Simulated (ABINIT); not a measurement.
# Phonon calculation, with input and output: CuAu (part 1 of 2)

System: CuAu (P4/mmm, 2 atoms in the cell).
Method: Kohn-Sham DFT of a periodic cell, LDA, HGH LDA, no spin polarisation (ABINIT 10.8.3).

The structure derives from an entry of the Crystallography Open Database.

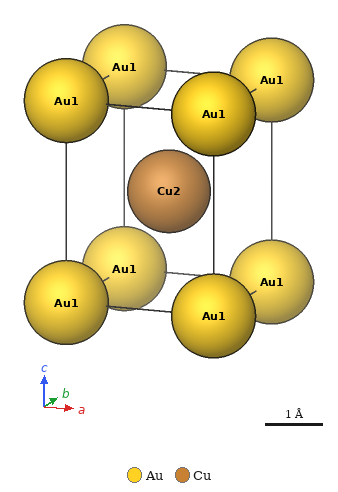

**Figure 1.** The input geometry (spheres-only view of the cell of the calculation, seen slightly off an axis; atoms are numbered from 1 in the order of the input). An atom can appear more than once, as a periodic image.

**Input**
```
# Datasets
ndtset 2

# Pseudopotentials
pp_dirpath "./"
pseudos "Au.hgh, Cu.hgh"

# Structure
acell 3*1.0
rprim
     5.3115466753     0.0000000000     0.0000000000
     0.0000000000     5.3115466753     0.0000000000
     0.0000000000     0.0000000000     6.9636407692
ntypat 2
znucl 79 29
natom 2
typat 1 2
xred
            0.0            0.0            0.0
            1/2            1/2            1/2

# Plane-wave basis
ecut 408.170794 eV

# k points
ngkpt 12 12 8
nshiftk 1
shiftk 0.0 0.0 0.0

# Exchange and correlation
ixc 7

# Bands and occupations
nband 9
occopt 4
tsmear 0.00734986

# SCF cycle
nstep 80

# Output
prteig 0
prtebands 0
prtwf 0
prtden 0
prtpot 0

# Dataset 1: ground state
kptopt1 1
tolvrs1 1.0e-15
prtwf1 1
tolwfr1 1.0e-14
nbdbuf1 4
nline1 6

# Dataset 2: response at q = 0 to atomic displacements
rfphon2 1
rfatpol2 1 2
rfdir2 1 1 1
getwfk2 1
kptopt2 2
nqpt2 1
qpt2 0.0 0.0 0.0
tolvrs2 1.0e-10
```

**File mrgddb.in**
```
merged_DDB
CuAu
2
runo_DS1_DDB
runo_DS2_DDB
```

**File anaddb.abi**
```
ddb_filepath "merged_DDB"
output_file "anaddb.abo"
outdata_prefix "ana"
asr 1
chneut 0
dipdip 0
dieflag 0
enunit 0
eivec 1
nph1l 1
qph1l 0.0 0.0 0.0 1.0
```

Machine: 1 thread of AMD EPYC (Zen 5), 32 GiB of memory available, shared host.

Launched with:
```bash
abinit run.abi > log 2>&1
mrgddb < mrgddb.in > mrgddb.log 2>&1
anaddb anaddb.abi > anaddb.log 2>&1
```

**Log**
```
.Version 10.8.3 of ABINIT
 DATASET    1 : space group P4/m m m (#123); Bravais tP (primitive tetrag.)
================================================================================
 Values of the parameters that define the memory need for DATASET  1.
     intxc =       0    ionmov =       0      iscf =       7    lmnmax =       6
     lnmax =       6     mgfft =      27  mpssoang =       3    mqgrid =    3001
     natom =       2  nloc_mem =       1    nspden =       1   nspinor =       1
    nsppol =       1      nsym =      16    n1xccc =       0    ntypat =       2
    occopt =       4   xclevel =       1
       mpw =         568          nfft =       10800          nkpt =         140
================================================================================
================================================================================

 DATASET    2 : space group P4/m m m (#123); Bravais tP (primitive tetrag.)
================================================================================
 Values of the parameters that define the memory need for DATASET  2 (RF).
     intxc =       0      iscf =       7    lmnmax =       6     lnmax =       6
     mgfft =      27  mpssoang =       3    mqgrid =    3001     natom =       2
  nloc_mem =       1    nspden =       1   nspinor =       1    nsppol =       1
      nsym =      16    n1xccc =       0    ntypat =       2    occopt =       4
   xclevel =       1
      nfft =       10800          nkpt =         580
================================================================================
================================================================================

--------------------------------------------------------------------------------
------------- Echo of variables that govern the present computation ------------
--------------------------------------------------------------------------------
 -outvars: echo values of preprocessed input variables --------
            acell      1.0000000000E+00  1.0000000000E+00  1.0000000000E+00 Bohr
              amu      1.96966540E+02  6.35460000E+01
             ecut      1.50000000E+01 Hartree
           getwfk1          0
           getwfk2          1
                       outvar_i_n : Printing only first  50 k-points.
              ixc           7
           jdtset        1    2
                       outvar_i_n : Printing only first  50 k-points.
           kptopt1          1
           kptopt2          2
         kptrlatt       12    0    0      0   12    0      0    0    8
          kptrlen      5.57091262E+01
            natom           2
            nband1          9
            nband2          9
           nbdbuf1          4
           nbdbuf2          2
           ndtset           2
            ngfft          20      20      27
             nkpt1        140
             nkpt2        580
            nline1          6
            nline2          4
             nqpt1          0
             nqpt2          1
            nstep          80
             nsym          16
           ntypat           2
                       prtocc : prtvol=0, do not print more k-points.
                       prtocc : prtvol=0, do not print more k-points.
           occopt           4
        optdriver1          0
        optdriver2          1
           prtden           0
        prtebands           0
           prteig           0
            prtwf1          1
            prtwf2          0
           rfphon1          0
           rfphon2          1
            rprim      5.3115466753E+00  0.0000000000E+00  0.0000000000E+00
                       0.0000000000E+00  5.3115466753E+00  0.0000000000E+00
                       0.0000000000E+00  0.0000000000E+00  6.9636407692E+00
          spgroup         123
           tolvrs1     1.00000000E-15
           tolvrs2     1.00000000E-10
           tolwfr1     1.00000000E-14
           tolwfr2     0.00000000E+00
           tsmear      7.34986000E-03 Hartree
            typat      1  2
                       outvars : Printing only first  50 k-points.
           xangst      0.0000000000E+00  0.0000000000E+00  0.0000000000E+00
                       1.4053747267E+00  1.4053747267E+00  1.8424999987E+00
            xcart      0.0000000000E+00  0.0000000000E+00  0.0000000000E+00
                       2.6557733376E+00  2.6557733376E+00  3.4818203846E+00
             xred      0.0000000000E+00  0.0000000000E+00  0.0000000000E+00
                       5.0000000000E-01  5.0000000000E-01  5.0000000000E-01
            znucl       79.00000   29.00000

================================================================================

 chkinp: Checking input parameters for consistency, jdtset=   1.

 chkinp: Checking input parameters for consistency, jdtset=   2.

================================================================================
== DATASET  1 ==================================================================

--- !DatasetInfo
iteration_state: {dtset: 1, }
dimensions: {natom: 2, nkpt: 140, mband: 9, nsppol: 1, nspinor: 1, nspden: 1, mpw: 568, }
cutoff_energies: {ecut:  15.0, pawecutdg:  -1.0, }
electrons: {nelect:   2.00000000E+00, charge:   0.00000000E+00, occopt:   4.00000000E+00, tsmear:   7.34986000E-03, }
meta: {optdriver: 0, ionmov: 0, optcell: 0, iscf: 7, paral_kgb: 0, }
...

 Exchange-correlation functional for the present dataset will be:
  LDA: Perdew-Wang 92 LSD fit to Ceperley-Alder data - ixc=7
  J.P.Perdew and Y.Wang, PRB 45, 13244 (1992)

 Real(R)+Recip(G) space primitive vectors, cartesian coordinates (Bohr,Bohr^-1):
 R(1)=  5.3115467  0.0000000  0.0000000  G(1)=  0.1882691  0.0000000  0.0000000
 R(2)=  0.0000000  5.3115467  0.0000000  G(2)=  0.0000000  0.1882691  0.0000000
 R(3)=  0.0000000  0.0000000  6.9636408  G(3)=  0.0000000  0.0000000  0.1436030
 Unit cell volume ucvol=  1.9646191E+02 bohr^3
 Angles (23,13,12)=  9.00000000E+01  9.00000000E+01  9.00000000E+01 degrees

 getcut: wavevector=  0.0000  0.0000  0.0000  ngfft=  20  20  27
         ecut(hartree)=     15.000   => boxcut(ratio)=   2.14154

--- Pseudopotential description ------------------------------------------------
- pspini: atom type   1  psp file is ./Au.hgh
  79.00000   1.00000     10605                znucl, zion, pspdat
    3    1    1    0      2001   0.00000      pspcod,pspxc,lmax,lloc,mmax,r2well

 pspatm : COMMENT -
  the projectors are not normalized,
  so that the KB energies are not consistent with
  definition in PRB44, 8503 (1991).
  However, this does not influence the results obtained hereafter.

- pspini: atom type   2  psp file is ./Cu.hgh
  29.00000   1.00000     10605                znucl, zion, pspdat
    3    1    2    0      2001   0.00000      pspcod,pspxc,lmax,lloc,mmax,r2well

 pspatm : COMMENT -
  the projectors are not normalized,
  so that the KB energies are not consistent with
  definition in PRB44, 8503 (1991).
  However, this does not influence the results obtained hereafter.

  -5.15191223E+01                                ecore*ucvol(ha*bohr**3)
--------------------------------------------------------------------------------

================================================================================

--- !BeginCycle
iteration_state: {dtset: 1, }
solver: {iscf: 7, nstep: 80, nline: 6, wfoptalg: 0, }
tolerances: {tolwfr: 1.00E-14, tolvrs: 1.00E-15, }
...

     iter   Etot(hartree)      deltaE(h)  residm     vres2
 ETOT  1  -1.0772407491923    -1.077E+00 7.307E-03 5.531E+00
 ETOT  2  -1.0788626346796    -1.622E-03 2.946E-06 4.579E-01
 ETOT  3  -1.0789193041734    -5.667E-05 7.446E-05 1.498E-02
 ETOT  4  -1.0789220696008    -2.765E-06 1.380E-06 2.880E-04
 ETOT  5  -1.0789221218612    -5.226E-08 2.305E-08 5.067E-06
 ETOT  6  -1.0789221226701    -8.088E-10 1.704E-10 4.215E-08
 ETOT  7  -1.0789221226766    -6.496E-12 1.737E-12 9.767E-10
 ETOT  8  -1.0789221226767    -1.854E-13 4.945E-14 7.190E-12
 ETOT  9  -1.0789221226767     3.553E-15 9.886E-15 1.736E-13
 ETOT 10  -1.0789221226767    -7.550E-15 9.771E-15 4.058E-15
 ETOT 11  -1.0789221226767     7.994E-15 9.779E-15 2.237E-17

 At SCF step   11  max residual=  9.78E-15 < tolwfr=  1.00E-14 AND vres2   =  2.24E-17 < tolvrs=  1.00E-15 =>converged.

 Cartesian components of stress tensor (hartree/bohr^3)
  sigma(1 1)=  2.26160468E-03  sigma(3 2)=  0.00000000E+00
  sigma(2 2)=  2.26160468E-03  sigma(3 1)=  0.00000000E+00
  sigma(3 3)=  2.27155726E-03  sigma(2 1)=  0.00000000E+00

--- !ResultsGS
iteration_state: {dtset: 1, }
comment   : Summary of ground state results
lattice_vectors:
- [  5.3115467,   0.0000000,   0.0000000, ]
- [  0.0000000,   5.3115467,   0.0000000, ]
- [  0.0000000,   0.0000000,   6.9636408, ]
lattice_lengths: [   5.31155,    5.31155,    6.96364, ]
lattice_angles: [ 90.000,  90.000,  90.000, ] # degrees, (23, 13, 12)
lattice_volume:   1.9646191E+02
convergence: {deltae:  7.994E-15, res2:  2.237E-17, residm:  9.779E-15, diffor: null, }
etotal    :  -1.07892212E+00
entropy   :   0.00000000E+00
fermie    :  -2.88615503E-02
cartesian_stress_tensor: # hartree/bohr^3
- [  2.26160468E-03,   0.00000000E+00,   0.00000000E+00, ]
- [  0.00000000E+00,   2.26160468E-03,   0.00000000E+00, ]
- [  0.00000000E+00,   0.00000000E+00,   2.27155726E-03, ]
pressure_GPa:  -6.6636E+01
xred      :
- [  0.0000E+00,   0.0000E+00,   0.0000E+00, Au]
- [  5.0000E-01,   5.0000E-01,   5.0000E-01, Cu]
cartesian_forces: # hartree/bohr
- [ -0.00000000E+00,  -0.00000000E+00,  -0.00000000E+00, ]
- [ -0.00000000E+00,  -0.00000000E+00,  -0.00000000E+00, ]
force_length_stats: {min:   0.00000000E+00, max:   0.00000000E+00, mean:   0.00000000E+00, }
...

 Integrated electronic density in atomic spheres:
 ------------------------------------------------
 Atom  Sphere_radius  Integrated_density
    1        2.00000          0.23529703
    2        2.00000          0.27169716
================================================================================

 ----iterations are completed or convergence reached----

 Mean square residual over all n,k,spin=   16.304E-16; max=  97.795E-16
 reduced coordinates (array xred) for    2 atoms
       0.000000000000      0.000000000000      0.000000000000
       0.500000000000      0.500000000000      0.500000000000
 rms dE/dt=  0.0000E+00; max dE/dt=  0.0000E+00; dE/dt below (all hartree)
    1       0.000000000000      0.000000000000      0.000000000000
    2       0.000000000000      0.000000000000      0.000000000000

 cartesian coordinates (angstrom) at end:
    1      0.00000000000000     0.00000000000000     0.00000000000000
    2      1.40537472665476     1.40537472665476     1.84249999873787

 cartesian forces (hartree/bohr) at end:
    1     -0.00000000000000    -0.00000000000000    -0.00000000000000
    2     -0.00000000000000    -0.00000000000000    -0.00000000000000
 frms,max,avg= 0.0000000E+00 0.0000000E+00   0.000E+00  0.000E+00  0.000E+00 h/b
```
